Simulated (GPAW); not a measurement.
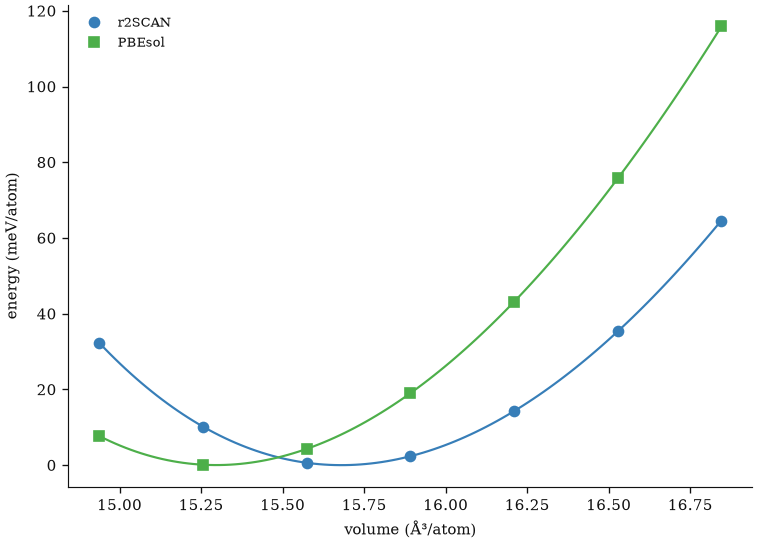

The figure shows the energy against volume, with one curve for each functional, for Mo (space group Im-3m).

Computed with GPAW 26.7.0: PAW DFT in plane waves, on a grid or in atomic orbitals, no spin polarisation; energies at scaled volumes of the given cell, shape and fractions fixed, counted from the fit's minimum, third-order Birch-Murnaghan fit. All runs: no spin polarisation.

- k mesh: 12×12×12
- occupations: Fermi–Dirac
- smearing width: 0.05 eV
- wave cutoff: 600 eV

Settings that differ: r2SCAN: potentials GPAW-PAW-data-sets-(gpaw-data-1.2.1); PBEsol: potentials PAW-data-sets-made-by gpaw-setup-for-the-functional.

Q: Order the curves by fitted equilibrium volume, smallest first.

A: PBEsol 15.296, r2SCAN 15.680 Å³/atom.

Q: Order the curves by fitted bulk modulus, smallest first.

A: r2SCAN 270.7, PBEsol 280.6 GPa.

The computed values:

r2SCAN:
| volume (Å³/atom) | energy (meV/atom) |
| --- | --- |
| 14.94 | 32.24 |
| 15.26 | 10.16 |
| 15.57 | 0.61 |
| 15.89 | 2.36 |
| 16.21 | 14.26 |
| 16.53 | 35.33 |
| 16.85 | 64.61 |

PBEsol:
| volume (Å³/atom) | energy (meV/atom) |
| --- | --- |
| 14.94 | 8 |
| 15.26 | 0 |
| 15.57 | 4 |
| 15.89 | 19 |
| 16.21 | 43 |
| 16.53 | 76 |
| 16.85 | 116 |
